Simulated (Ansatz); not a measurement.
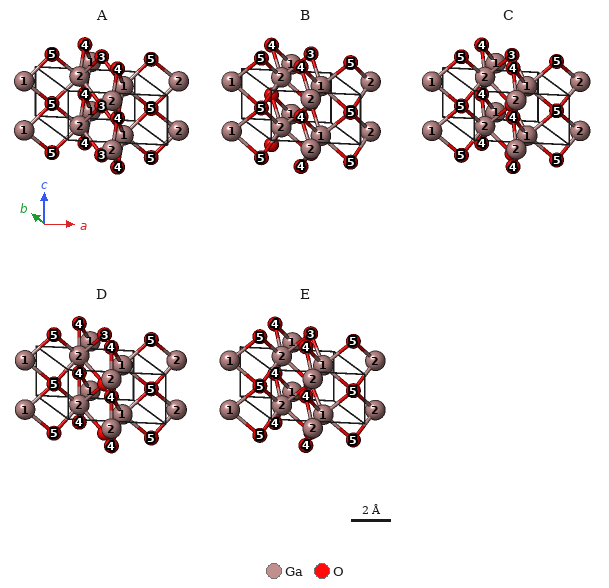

5 geometries from one relaxation of a crystal of Ga₂O₃ (a generated structure, set up in P-62m) (coarse preliminary run), in shuffled order. The picture is a ball-and-stick view of the cell of the calculation, seen slightly off an axis.

Level of theory: DFT PBE, scalar-relativistic, plane waves, PAW in Ansatz. Set-up: plane-wave cutoff 420 eV; k-point mesh 6 × 6 × 6; occupations gaussian; smearing width 0.1 eV; no spin polarisation; cell and atoms relaxed; force threshold 0.04 eV/Å; at most 70 steps.

Put them in the order of the run, from the start to the converged end.

B, E, C, D, A. They are steps 0, 1, 2, 4, 10, at +262 meV per atom, +122 meV per atom, +56.9 meV per atom, +39.4 meV per atom relative to the last. Over 8 accepted moves (10 points after the start) the energy falls by 262 meV per atom. The largest force component goes from 1.6 to 0.0033 eV/Å. Pressure: 0.28 GPa at the start and 0.22 GPa at the end. At 2 points the geometry stayed and the basis and grid were re-selected for the new cell (energy shift of 30.9 meV per atom at most each time). The largest moves relative to the cell, 0.87 Å, are those of O3, O4 and O5. O4 goes along +a. Ga stays in place. The volume changes by +22.1 %, with a = b 4.754 → 5.287 Å (+11.2 %), c 2.690 → 2.655 Å (−1.3 %). Some distances before and after: Ga1–O3 2.079 → 2.023 Å. Bond angles that change, for instance: Ga1–O3–Ga2 135.2° → 179.1°, Ga1–O3–Ga2 82.6° → 98.0°. The space group stays P-62m (No. 189). The run took 64 s on 1 thread of Arm Neoverse V1 (shared host), peak memory 0.36 GiB.
